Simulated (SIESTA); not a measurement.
# A series of single points on Ag

System: Ag (1 atom in the cell).
Method: Kohn-Sham DFT of a periodic cell, PBEsol, PseudoDojo 0.4 standard, converted to PSML, no spin polarisation (SIESTA 5.4.2).

The 7 runs differ only in the geometry, by an even scaling of the cell at fixed fractional positions. The structure derives from an entry of the Crystallography Open Database.

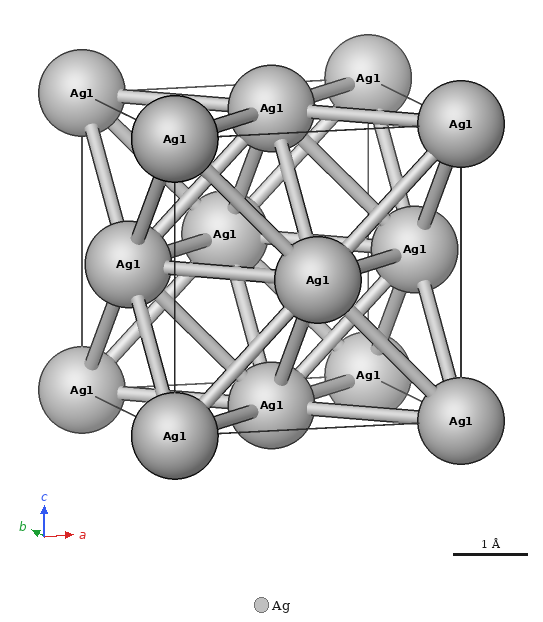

Figure 1. The structure of run 4 (ball-and-stick view of the cell 4 times as large as that of the calculation, set on its symmetry axes, seen slightly off an axis; atoms are numbered from 1 in the order of the input). An atom can appear more than once, as a periodic image.

### Input of run 4
```
SystemName                      Silver
SystemLabel                     Ag
NumberOfSpecies                 1
NumberOfAtoms                   1
%block ChemicalSpeciesLabel
  1  47 Ag
%endblock ChemicalSpeciesLabel

LatticeConstant                 1.0 Ang
%block LatticeVectors
     0.0000000000     2.0427500000     2.0427500000
     2.0427500000     0.0000000000     2.0427500000
     2.0427500000     2.0427500000     0.0000000000
%endblock LatticeVectors
AtomicCoordinatesFormat         Fractional
%block AtomicCoordinatesAndAtomicSpecies
     0.0000000000     0.0000000000     0.0000000000  1  Ag
%endblock AtomicCoordinatesAndAtomicSpecies

%block kgrid.MonkhorstPack
   11   0   0  0.0
    0  11   0  0.0
    0   0  11  0.0
%endblock kgrid.MonkhorstPack
XC.Functional                   GGA
XC.Authors                      PBEsol
PAO.BasisSize                   DZP
PAO.EnergyShift                 0.003 Ry
Mesh.Cutoff                     800 Ry
OccupationFunction              FD
ElectronicTemperature           0.05 eV
MaxSCFIterations                120
SCF.MustConverge                false
SCF.Mixer.Method                Pulay
SCF.Mixer.Weight                0.25
SCF.Mixer.History               8
SCF.DM.Tolerance                5.0e-05
SCF.H.Tolerance                 1.0e-03 eV
WriteForces                     true
Charge.Mulliken                 end
%block PAO.Basis
  Ag 5
  n=4 0 2
    2.721 0.000
  n=5 0 2
    7.906 0.000
  n=4 1 2
    3.101 0.000
  n=5 1 1
    7.906
  n=4 2 2
    5.119 0.000
%endblock PAO.Basis
```

Command:
```bash
siesta < Ag.fdf > Ag.out 2>&1
```

Lattice vectors (Å) and fractional positions of run 4:
```
   0.000000    2.042750    2.042750
   2.042750    0.000000    2.042750
   2.042750    2.042750    0.000000
Ag  0.000000  0.000000  0.000000
```

Run 3 differs from it as follows:
```diff
-     0.0000000000     2.0427500000     2.0427500000
-     2.0427500000     0.0000000000     2.0427500000
-     2.0427500000     2.0427500000     0.0000000000
+     0.0000000000     2.0290398554     2.0290398554
+     2.0290398554     0.0000000000     2.0290398554
+     2.0290398554     2.0290398554     0.0000000000
```

### Results, with one run withheld

| run | volume per atom (Å³) | free energy per atom, from the lowest run given (meV) | pressure (GPa) |
| --- | --- | --- | --- |
| 1 | 16.025 | 8.56 | 5.60 |
| 2 | 16.366 | 0.00 | 2.47 |
| 3 | 16.707 | ? | ? |
| 4 | 17.048 | 0.80 | −2.67 |
| 5 | 17.389 | 8.57 | −4.58 |
| 6 | 17.730 | 20.27 | −6.35 |
| 7 | 18.071 | 35.49 | −7.91 |

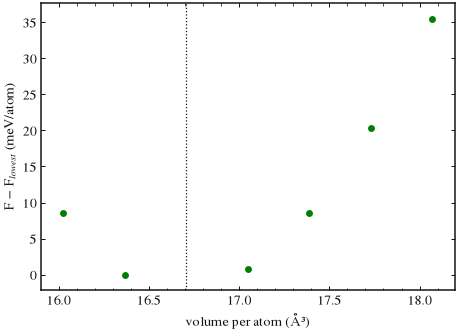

Figure 2. Free energy per atom of the runs given; the dotted line marks run 3.

Fit the runs given and predict run 3.

A cubic polynomial in V^(−2/3) (the Birch–Murnaghan form), fitted to the 6 runs given, misses them by at most 0.03 meV per atom. With x = V^(−2/3) − 0.15078 Å⁻², it reads F = 1.3384 − 2973.5 x + 5.9321e+05 x² + 4.5006e+06 x³ (meV per atom). At run 3 it gives −2.29 meV per atom, and the run itself gives −2.52. The slope of the fit gives a pressure −dF/dV of −0.25 GPa there, and the run prints −0.08 GPa. The two needn't agree exactly: the fit is approximate, and the printed stress is taken on a finite basis. The fit has its minimum at 16.674 Å³ per atom, where V d²F/dV² gives 126 GPa: the bulk modulus at this level, since symmetry fixes the shape and the positions.

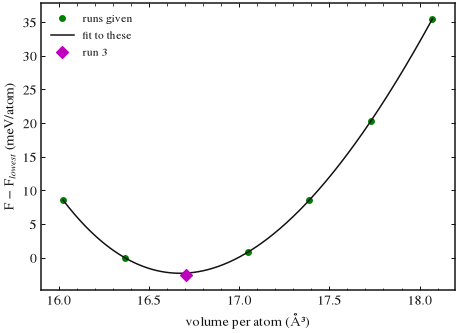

Figure 3. The fit and the withheld run.

### Some lines of the output (run 3)
```
[...]
outcell: Cell volume (Ang**3)        :     16.7071
stepf: Fermi-Dirac step function
siesta: Etot    =     -4212.934191
siesta: FreeEng =     -4212.936869
        iscf     Eharris(eV)        E_KS(eV)     FreeEng(eV)     dDmax    Ef(eV) dHmax(eV)
siesta: E_KS(eV) =            -4214.6666
siesta: E_KS - E_eggbox =     -4214.6666
siesta: Etot    =     -4214.666648
siesta: FreeEng =     -4214.668863
siesta:         Fermi =      -2.989867
siesta: Cell volume =         16.707125 Ang**3
    Orbital volume contribution        =           1.060520 eV
```

Notes: Points of doubt noted for this run: mulliken charges of long orbitals. With a small basis of atomic orbitals these values can differ much from converged plane-wave results.
